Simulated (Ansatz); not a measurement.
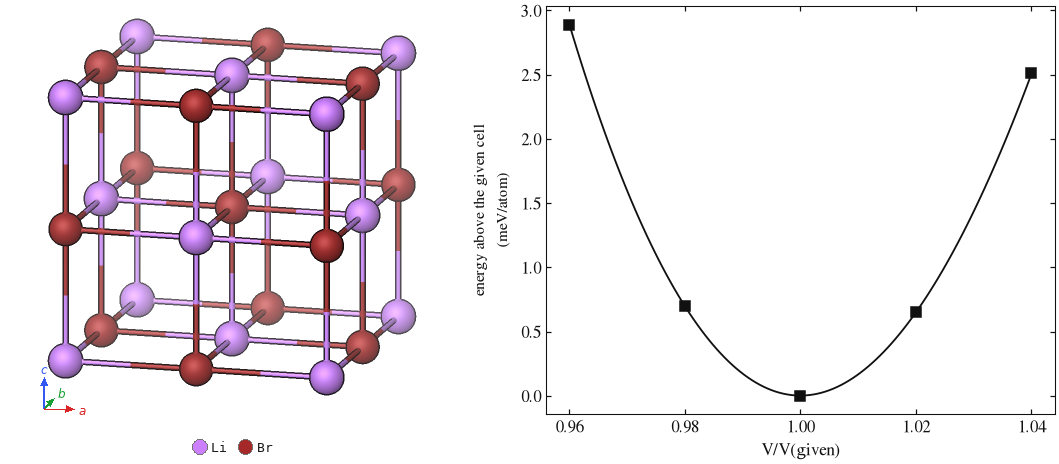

The plot gives the computed energy above the given cell against V/V(given) for LiBr, space group Fm-3m (No. 225). The conventional cell is drawn beside the plot.

The given structure:
```
Li Br
1.0
     0.00000    2.75548    2.75548
     2.75548    0.00000    2.75548
     2.75548    2.75548    0.00000
Li Br
1 1
Direct
  0.00000 0.00000 0.00000
  0.50000 0.50000 0.50000
```

Computed with Ansatz 0.2.0: plane-wave density functional theory, PAW datasets, Gaussian smearing 0.05 eV: equation of state, the given cell scaled in volume with shape and atoms relaxed at each volume; third-order Birch-Murnaghan fit. Level: PBE, no spin polarisation.

- PAW set: soft_2
- wave cutoff: 420 eV
- k mesh: 10×10×10

V(given) is 20.92 Å³/atom.

> What equilibrium volume and bulk modulus follow from the curve?

A third-order Birch–Murnaghan fit gives V0 = 20.92 Å³/atom, B0 = 25.7 GPa and B′ = 4.4.
